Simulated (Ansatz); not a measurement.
**Run report: W16HS32, geometry relaxation (part 1 of 4)**

The run: geometry relaxation of W16HS32 (defect cell, 49 atoms in the cell). Method and program: DFT PBE, scalar-relativistic, plane waves, PAW, spin-polarised (Ansatz 0.2.0).

The structure derives from a Materials Project entry. It belongs to a series of runs on one base structure; here: H interstitial, charge +0, atoms relaxed at the host's cell.

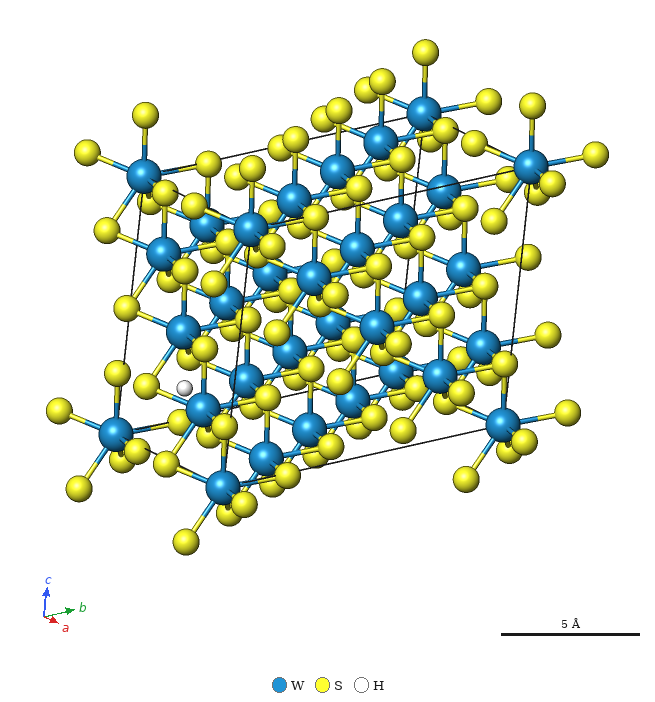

Fig. 1: The structure as given in the input (ball-and-stick view of the cell of the calculation, seen slightly off an axis; bonded neighbours outside the cell are drawn too). An atom can appear more than once, as a periodic image.

The input:
```yaml
crystal:
  lattice:
    - [0.0, 7.3617871071, -7.4744493696]
    - [6.375494652, -3.6808935536, -7.4744493696]
    - [-6.375494652, -3.6808935536, -7.4744493696]
  atoms:
    - { symbol: W, position: [0.9993225509, 0.2493225509, 0.7493225509] }
    - { symbol: W, position: [0.2493225509, 0.9993225509, 0.7493225509] }
    - { symbol: W, position: [0.4993225509, 0.7493225509, 0.7493225509] }
    - { symbol: W, position: [0.9993225509, 0.4993225509, 0.4993225509] }
    - { symbol: W, position: [0.7493225509, 0.4993225509, 0.7493225509] }
    - { symbol: W, position: [0.2493225509, 0.2493225509, 0.4993225509] }
    - { symbol: W, position: [0.4993225509, 0.9993225509, 0.4993225509] }
    - { symbol: W, position: [0.9993225509, 0.7493225509, 0.2493225509] }
    - { symbol: W, position: [0.7493225509, 0.7493225509, 0.4993225509] }
    - { symbol: W, position: [0.2493225509, 0.4993225509, 0.2493225509] }
    - { symbol: W, position: [0.4993225509, 0.2493225509, 0.2493225509] }
    - { symbol: W, position: [0.9993225509, 0.9993225509, 0.9993225509] }
    - { symbol: W, position: [0.7493225509, 0.9993225509, 0.2493225509] }
    - { symbol: W, position: [0.2493225509, 0.7493225509, 0.9993225509] }
    - { symbol: W, position: [0.4993225509, 0.4993225509, 0.9993225509] }
    - { symbol: W, position: [0.7493225509, 0.2493225509, 0.9993225509] }
    - { symbol: S, position: [0.5959257297, 0.8459257297, 0.3459257297] }
    - { symbol: S, position: [0.8459257297, 0.5959257297, 0.3459257297] }
    - { symbol: S, position: [0.0959257297, 0.3459257297, 0.3459257297], spin: 0.143 }
    - { symbol: S, position: [0.5959257297, 0.0959257297, 0.0959257297] }
    - { symbol: S, position: [0.3459257297, 0.0959257297, 0.3459257297], spin: 0.143 }
    - { symbol: S, position: [0.8459257297, 0.8459257297, 0.0959257297] }
    - { symbol: S, position: [0.0959257297, 0.5959257297, 0.0959257297] }
    - { symbol: S, position: [0.5959257297, 0.3459257297, 0.8459257297] }
    - { symbol: S, position: [0.3459257297, 0.3459257297, 0.0959257297], spin: 0.143 }
    - { symbol: S, position: [0.8459257297, 0.0959257297, 0.8459257297] }
    - { symbol: S, position: [0.0959257297, 0.8459257297, 0.8459257297] }
    - { symbol: S, position: [0.5959257297, 0.5959257297, 0.5959257297] }
    - { symbol: S, position: [0.3459257297, 0.5959257297, 0.8459257297] }
    - { symbol: S, position: [0.8459257297, 0.3459257297, 0.5959257297] }
    - { symbol: S, position: [0.0959257297, 0.0959257297, 0.5959257297] }
    - { symbol: S, position: [0.3459257297, 0.8459257297, 0.5959257297] }
    - { symbol: S, position: [0.7360517194, 0.9860517194, 0.4860517194] }
    - { symbol: S, position: [0.9860517194, 0.7360517194, 0.4860517194] }
    - { symbol: S, position: [0.2360517194, 0.4860517194, 0.4860517194] }
    - { symbol: S, position: [0.7360517194, 0.2360517194, 0.2360517194] }
    - { symbol: S, position: [0.4860517194, 0.2360517194, 0.4860517194] }
    - { symbol: S, position: [0.9860517194, 0.9860517194, 0.2360517194], spin: 0.143 }
    - { symbol: S, position: [0.2360517194, 0.7360517194, 0.2360517194] }
    - { symbol: S, position: [0.7360517194, 0.4860517194, 0.9860517194] }
    - { symbol: S, position: [0.4860517194, 0.4860517194, 0.2360517194] }
    - { symbol: S, position: [0.9860517194, 0.2360517194, 0.9860517194], spin: 0.143 }
    - { symbol: S, position: [0.2360517194, 0.9860517194, 0.9860517194], spin: 0.143 }
    - { symbol: S, position: [0.7360517194, 0.7360517194, 0.7360517194] }
    - { symbol: S, position: [0.4860517194, 0.7360517194, 0.9860517194] }
    - { symbol: S, position: [0.9860517194, 0.4860517194, 0.7360517194] }
    - { symbol: S, position: [0.2360517194, 0.2360517194, 0.7360517194] }
    - { symbol: S, position: [0.4860517194, 0.9860517194, 0.7360517194] }
    - { symbol: H, position: [0.1640625, 0.1640625, 0.171875], spin: 0.143 }
  host:
    lattice:
      - [1.593873663, 0.9202233884, 7.4744493696]
      - [-1.593873663, 0.9202233884, 7.4744493696]
      - [0.0, -1.8404467768, 7.4744493696]
    atoms:
      - { symbol: W, position: [0.0006774491, 0.0006774491, 0.0006774491] }
      - { symbol: S, position: [0.4040742703, 0.4040742703, 0.4040742703] }
      - { symbol: S, position: [0.2639482806, 0.2639482806, 0.2639482806] }
basis:
  ecutwfc: 420
  xc_grid: 2
kpoints:
  mp_grid: { grid: [2, 2, 2], shift: [0.5, 0.5, 0.5] }
hamiltonian:
  xc: pbe
scf:
  occupations: { method: gaussian, width: 0.01 }
output:
  forces: true
  stress: false
  eigenvalues: true
  populations: true
  charged_corrections:
    defect_position: [0.1640625, 0.1640625, 0.171875]
    epsilon: [[11.5894, 0.0, 0.0], [0.0, 11.5894, 0.0], [0.0, 0.0, 3.2073]]
  write_density: true
  write_potential: true
  elf: true
  volumetric_format: npy
magnetization:
  spin_polarized: true
relax:
  adjacent_minimum: "off"
  f_tol: 0.025
  max_steps: 45
```

Run on 4 threads of Intel Xeon (Granite Rapids), 32 GiB of memory available, shared host.

Command:
```bash
ansatz run input.yaml --threads 4 --pin off --max-ram 10240MiB --backend cpu --events-out ev --progress --plain --runs-dir out
```

What the program printed:
```
Engine: ansatz 0.2.0, x86_64-unknown-linux-gnu
Pseudopotentials: kind: paw
Pseudopotential: W, paw, valence charge 14, recommended cutoff 420 eV (normal), W.paw.azcp
Pseudopotential: S, paw, valence charge 6, recommended cutoff 420 eV (normal), S.paw.azcp
Pseudopotential: H, paw, valence charge 1, recommended cutoff 420 eV (normal), H.paw.azcp
Functional definition: PBE
  parameter kappa = 0.804
  parameter beta = 0.06672455060314922
  exchange = pbe_x(kappa = kappa, mu = beta*pi^2/3)
  correlation = pbe_c(beta = beta)
Crystal: 49 atoms, lattice volume = 1052.441 Å³
Basis set: ecut = 420 eV, 20557 PW (Γ), exchange–correlation on 144×144×144 points (8 copies of the dense FFT grid, shifted against one another)
Bands: 259, of which v1, the nominal top of the filled ones, is band 209 counted from 1 (208 counted from 0)
Symmetry: 2 space group operations
Space group: Cm (ITA 8), of the structure as read, at distance tolerance 1.0e-4 Å
Magnetic group: BNS 8.32 (UNI 39), of the structure as read, at distance tolerance 1.0e-4 Å
k-points: 3 of 8 (time reversal used)
Non-local potential: W, projectors of the file, l = 0: 3, l = 1: 2, l = 2: 2, l = 3: 1
Non-local potential: S, projectors of the file, l = 0: 2, l = 1: 2, l = 2: 2
Non-local potential: H, projectors of the file, l = 0: 2, l = 1: 1
PAW form: soft (Blöchl's): semilocal exchange-correlation on the pseudo side does not see the compensation charge
PAW one-centre angular grid: W, 590 points (default); XC on 64 Gauss nodes
PAW one-centre angular grid: S, 110 points (default); XC on 64 Gauss nodes
PAW one-centre angular grid: H, 110 points (default); XC on 64 Gauss nodes
Starting moments: Σ|m| = 1.001 μB on 7 of 49 sites
Initial wavefunctions: pseudopotential atomic-orbital guess
Functional: x = pbe(κ = 0.804, μ = 0.2195149727645171), c = pbe(β = 0.06672455060314922)
SCF iter   1: F=—  HF=-195078.933522 eV  |F-HF|=—  |Δ(HF+E_count)|=         —  Δρ=2.13e-2 (↑2.13e-2 ↓2.11e-2)  dr2=2.06e1  dr2_m=1.22e-1  M=1.000 μB ∫|m|=1.054 μB  β_m=0.30  ethr=3.10e-3  ⟨swp⟩=7.0  Hψ=6471  notcnv=0  defer=76
Mixer restart at iter 1: flushing history
preconditioner: auto → Resta (q_TF=auto, 2.338 Å⁻¹)  ε∞=6.1  [insulator: Δε(μ)=0.248 eV  Ē_g=8.596 eV  σ=0.010 eV  W_gap=1.00  n_scr=226 (ndim 8)  ℏωp=19.5 eV  f_vac=0.158  D(μ)=0.00/eV (n_scr^D=0)  ε∞_Penn≈6.1]
spin=Collinear: Resta preconditioning applied to the charge; magnetization (m = ρ↑ − ρ↓) channel mixes plain (no charge-response kernel on spin).
SCF iter   2: F=—  HF=-195076.887132 eV  |F-HF|=—  |Δ(HF+E_count)|=    2.05e0  Δρ=1.43e-2 (↑1.43e-2 ↓1.43e-2)  dr2=9.50e0  dr2_m=1.02e-1  M=1.000 μB ∫|m|=1.063 μB  β_m=0.55  ethr=3.10e-3  ⟨swp⟩=2.0  Hψ=1837  notcnv=0  defer=254
SCF iter   3: F=—  HF=-195076.445719 eV  |F-HF|=—  |Δ(HF+E_count)|=   4.41e-1  Δρ=4.48e-3 (↑4.46e-3 ↓4.48e-3)  dr2=8.54e-1  dr2_m=2.18e-2  M=1.000 μB ∫|m|=1.079 μB  β_m=0.63  ethr=2.28e-3  ⟨swp⟩=2.5  Hψ=2289  notcnv=0  defer=254
SCF iter   4: F=—  HF=-195076.634996 eV  |F-HF|=—  |Δ(HF+E_count)|=   1.89e-1  Δρ=1.47e-3 (↑1.42e-3 ↓1.47e-3)  dr2=1.56e-1  dr2_m=2.66e-3  M=1.000 μB ∫|m|=1.086 μB  β_m=0.80  ethr=2.05e-4  ⟨swp⟩=2.7  Hψ=2390  notcnv=0  defer=257
SCF iter   5: F=—  HF=-195076.655808 eV  |F-HF|=—  |Δ(HF+E_count)|=         —  Δρ=1.10e-3 (↑1.10e-3 ↓1.07e-3)  dr2=1.67e-1  dr2_m=1.36e-4  M=1.000 μB ∫|m|=1.085 μB  β_m=0.80  ethr=3.73e-5  ⟨swp⟩=3.2  Hψ=2802  notcnv=0  defer=257
SCF iter   6: F=—  HF=-195076.667175 eV  |F-HF|=—  |Δ(HF+E_count)|=   1.14e-2  Δρ=9.44e-4 (↑9.27e-4 ↓9.44e-4)  dr2=1.23e-1  dr2_m=6.56e-6  M=1.000 μB ∫|m|=1.084 μB  β_m=0.64  ethr=3.73e-5  ⟨swp⟩=3.2  Hψ=2808  notcnv=0  defer=257
SCF iter   7: F=—  HF=-195076.656075 eV  |F-HF|=—  |Δ(HF+E_count)|=   1.11e-2  Δρ=3.57e-4 (↑3.48e-4 ↓3.57e-4)  dr2=1.82e-2  dr2_m=1.06e-6  M=1.000 μB ∫|m|=1.083 μB  β_m=0.82  ethr=2.96e-5  ⟨swp⟩=2.2  Hψ=1601  notcnv=0  defer=257
SCF iter   8: F=—  HF=-195076.656659 eV  |F-HF|=—  |Δ(HF+E_count)|=   5.84e-4  Δρ=2.00e-4 (↑1.99e-4 ↓2.00e-4)  dr2=5.50e-3  dr2_m=1.35e-7  M=1.000 μB ∫|m|=1.082 μB  β_m=0.62  ethr=4.37e-6  ⟨swp⟩=2.3  Hψ=1944  notcnv=0  defer=257
SCF iter   9: F=—  HF=-195076.656151 eV  |F-HF|=—  |Δ(HF+E_count)|=   5.08e-4  Δρ=4.11e-5 (↑4.11e-5 ↓3.90e-5)  dr2=1.14e-4  dr2_m=3.09e-7  M=1.000 μB ∫|m|=1.081 μB  β_m=0.81  ethr=1.32e-6  ⟨swp⟩=2.0  Hψ=1985  notcnv=0  defer=257
SCF iter  10: F=—  HF=-195076.656319 eV  |F-HF|=—  |Δ(HF+E_count)|=   1.68e-4  Δρ=1.80e-5 (↑1.77e-5 ↓1.80e-5)  dr2=2.90e-5  dr2_m=8.60e-8  M=1.000 μB ∫|m|=1.081 μB  β_m=0.87  ethr=2.74e-8  ⟨swp⟩=2.3  Hψ=2423  notcnv=0  defer=257
SCF iter  11: F=-195076.656327 eV  HF=-195076.656331 eV  |F-HF|=3.65e-6  |Δ(HF+E_count)|=   1.19e-5  Δρ=7.43e-6 (↑7.31e-6 ↓7.43e-6)  dr2=6.33e-6  dr2_m=1.49e-8  M=1.000 μB ∫|m|=1.081 μB  ethr=3.75e-9  ⟨swp⟩=18.0  Hψ=15188  notcnv=0
SCF 1 converged in 11 iterations: F = -195076.656327 eV  dr2 = 6.33e-6
  greatest PAW one-centre occupation: 1.000 electrons in one spin orbital (limit 2), on the W atom at site 6 (counted from 0), in its partial waves of l = 0
relax step   1: F+E_penalty+E_count = -195076.65632710 eV  Δ(F+E_penalty+E_count) = +0.000e0 eV  max|allowed force component| = 3.752e-2 eV/Å  Δτ_max = 0.0000 Å  (11 SCF iters, dr2 threshold 1.56e-5 eV, accepted)
Initial density: handed on by an earlier stage of this run
Starting moments: Σ|m| = 1.001 μB on 7 of 49 sites; this step starts from the density that it was given
Initial wavefunctions: those handed on with the density
iter 1 solved again at ethr=1.07e-7 eV; its pass at ethr=3.10e-3 eV (dr2=4.48e-4 eV) is discarded
SCF iter   1: F=—  HF=-195076.649878 eV  |F-HF|=—  |Δ(HF+E_count)|=         —  Δρ=3.20e-4 (↑3.20e-4 ↓2.70e-4)  dr2=4.23e-4  dr2_m=7.01e-4  M=1.000 μB ∫|m|=1.083 μB  β_m=0.65  ethr=1.07e-7  ⟨swp⟩=3.0  Hψ=5056  notcnv=0  defer=254
preconditioner: auto → Resta (q_TF=auto, 2.338 Å⁻¹)  ε∞=6.5  [insulator: Δε(μ)=1.689 eV  Ē_g=8.307 eV  σ=0.010 eV  W_gap=1.00  n_scr=226 (ndim 8)  ℏωp=19.5 eV  f_vac=0.180  D(μ)=0.00/eV (n_scr^D=0)  ε∞_Penn≈6.5]
spin=Collinear: Resta preconditioning applied to the charge; magnetization (m = ρ↑ − ρ↓) channel mixes plain (no charge-response kernel on spin).
SCF iter   2: F=—  HF=-195076.655609 eV  |F-HF|=—  |Δ(HF+E_count)|=   5.73e-3  Δρ=1.46e-4 (↑1.46e-4 ↓1.08e-4)  dr2=1.00e-4  dr2_m=1.30e-4  M=1.000 μB ∫|m|=1.083 μB  β_m=0.65  ethr=1.02e-7  ⟨swp⟩=3.2  Hψ=2733  notcnv=0  defer=254
SCF iter   3: F=—  HF=-195076.657287 eV  |F-HF|=—  |Δ(HF+E_count)|=   1.68e-3  Δρ=4.31e-5 (↑4.31e-5 ↓4.07e-5)  dr2=1.32e-4  dr2_m=5.88e-6  M=1.000 μB ∫|m|=1.083 μB  β_m=0.57  ethr=2.40e-8  ⟨swp⟩=3.5  Hψ=3056  notcnv=0  defer=254
SCF iter   4: F=—  HF=-195076.657329 eV  |F-HF|=—  |Δ(HF+E_count)|=   4.24e-5  Δρ=1.53e-5 (↑1.16e-5 ↓1.53e-5)  dr2=5.79e-6  dr2_m=1.01e-6  M=1.000 μB ∫|m|=1.083 μB  β_m=0.76  ethr=2.40e-8  ⟨swp⟩=2.5  Hψ=2313  notcnv=0  defer=254
SCF iter   5: F=—  HF=-195076.657360 eV  |F-HF|=—  |Δ(HF+E_count)|=   3.11e-5  Δρ=6.35e-6 (↑4.46e-6 ↓6.35e-6)  dr2=1.66e-6  dr2_m=1.70e-7  M=1.000 μB ∫|m|=1.083 μB  β_m=0.88  ethr=1.39e-9  ⟨swp⟩=3.0  Hψ=2742  notcnv=0  defer=254
SCF iter   6: F=—  HF=-195076.657362 eV  |F-HF|=—  |Δ(HF+E_count)|=   2.06e-6  Δρ=3.18e-6 (↑2.65e-6 ↓3.18e-6)  dr2=8.07e-7  dr2_m=3.33e-8  M=1.000 μB ∫|m|=1.084 μB  β_m=0.94  ethr=3.99e-10  ⟨swp⟩=3.0  Hψ=2586  notcnv=0  defer=254
SCF iter   7: F=—  HF=-195076.657363 eV  |F-HF|=—  |Δ(HF+E_count)|=   3.82e-7  Δρ=1.60e-6 (↑1.60e-6 ↓1.59e-6)  dr2=2.89e-7  dr2_m=2.29e-9  M=1.000 μB ∫|m|=1.084 μB  β_m=0.92  ethr=1.94e-10  ⟨swp⟩=3.0  Hψ=2546  notcnv=0  defer=254
SCF iter   8: F=-195076.657363 eV  HF=-195076.657363 eV  |F-HF|=2.03e-8  |Δ(HF+E_count)|=   1.03e-8  Δρ=8.33e-7 (↑7.24e-7 ↓8.33e-7)  dr2=5.37e-8  dr2_m=2.97e-10  M=1.000 μB ∫|m|=1.084 μB  ethr=2.40e-11  ⟨swp⟩=13.2  Hψ=12385  notcnv=0
SCF 2 converged in 8 iterations: F = -195076.657363 eV  dr2 = 5.37e-8
[... from here on the iterations of each SCF are left out, up to the last one ...]
relax step   2: F+E_penalty+E_count = -195076.65736252 eV  Δ(F+E_penalty+E_count) = -1.035e-3 eV  max|allowed force component| = 3.584e-2 eV/Å  Δτ_max = 0.0241 Å  (8 SCF iters, accepted)
[... from here on the SCF iterations and repeated set-up lines of each step are left out, up to the last step ...]
SCF 3 converged in 10 iterations: F = -195076.660998 eV  dr2 = 1.56e-8
relax step   3: F+E_penalty+E_count = -195076.66099837 eV  Δ(F+E_penalty+E_count) = -3.636e-3 eV  max|allowed force component| = 3.255e-2 eV/Å  Δτ_max = 0.1058 Å  (10 SCF iters, accepted)
SCF 4 converged in 9 iterations: F = -195076.668187 eV  dr2 = 2.96e-7
relax step   4: F+E_penalty+E_count = -195076.66818708 eV  Δ(F+E_penalty+E_count) = -7.189e-3 eV  max|allowed force component| = 4.345e-2 eV/Å  Δτ_max = 0.1950 Å  (9 SCF iters, dr2 threshold 8.74e-7 eV, accepted)
SCF 5 converged in 9 iterations: F = -195076.680173 eV  dr2 = 4.23e-7
relax step   5: F+E_penalty+E_count = -195076.68017281 eV  Δ(F+E_penalty+E_count) = -1.199e-2 eV  max|allowed force component| = 7.176e-2 eV/Å  Δτ_max = 0.1950 Å  (9 SCF iters, dr2 threshold 1.56e-6 eV, accepted)
SCF 6 converged in 8 iterations: F = -195076.698290 eV  dr2 = 1.20e-6
relax step   6: F+E_penalty+E_count = -195076.69829049 eV  Δ(F+E_penalty+E_count) = -1.812e-2 eV  max|allowed force component| = 9.786e-2 eV/Å  Δτ_max = 0.1968 Å  (8 SCF iters, dr2 threshold 5.15e-6 eV, accepted)
SCF 7 converged in 8 iterations: F = -195076.719810 eV  dr2 = 1.18e-6
relax step   7: F+E_penalty+E_count = -195076.71981026 eV  Δ(F+E_penalty+E_count) = -2.152e-2 eV  max|allowed force component| = 1.511e-1 eV/Å  Δτ_max = 0.1953 Å  (8 SCF iters, dr2 threshold 9.58e-6 eV, accepted)
SCF 8 converged in 7 iterations: F = -195076.736457 eV  dr2 = 2.57e-6
relax step   8: F+E_penalty+E_count = -195076.73645742 eV  Δ(F+E_penalty+E_count) = -1.665e-2 eV  max|allowed force component| = 7.193e-2 eV/Å  Δτ_max = 0.1947 Å  (7 SCF iters, dr2 threshold 2.28e-5 eV, accepted)
SCF 9 converged in 8 iterations: F = -195076.756841 eV  dr2 = 1.43e-7
relax step   9: F+E_penalty+E_count = -195076.75684054 eV  Δ(F+E_penalty+E_count) = -2.038e-2 eV  max|allowed force component| = 2.358e-1 eV/Å  Δτ_max = 0.1608 Å  (8 SCF iters, dr2 threshold 1.17e-6 eV, accepted)
SCF 10 converged in 7 iterations: F = -195076.793847 eV  dr2 = 1.90e-6
relax step  10: F+E_penalty+E_count = -195076.79384658 eV  Δ(F+E_penalty+E_count) = -3.701e-2 eV  max|allowed force component| = 1.200e-1 eV/Å  Δτ_max = 0.1951 Å  (7 SCF iters, dr2 threshold 1.26e-5 eV, accepted)
SCF 11 converged in 8 iterations: F = -195076.790353 eV  dr2 = 4.79e-7
relax step  11: F+E_penalty+E_count = -195076.79035266 eV  Δ(F+E_penalty+E_count) = +3.494e-3 eV  max|allowed force component| = 1.920e-1 eV/Å  Δτ_max = 0.1967 Å  (8 SCF iters, dr2 threshold 3.73e-6 eV, rejected (line search))
```
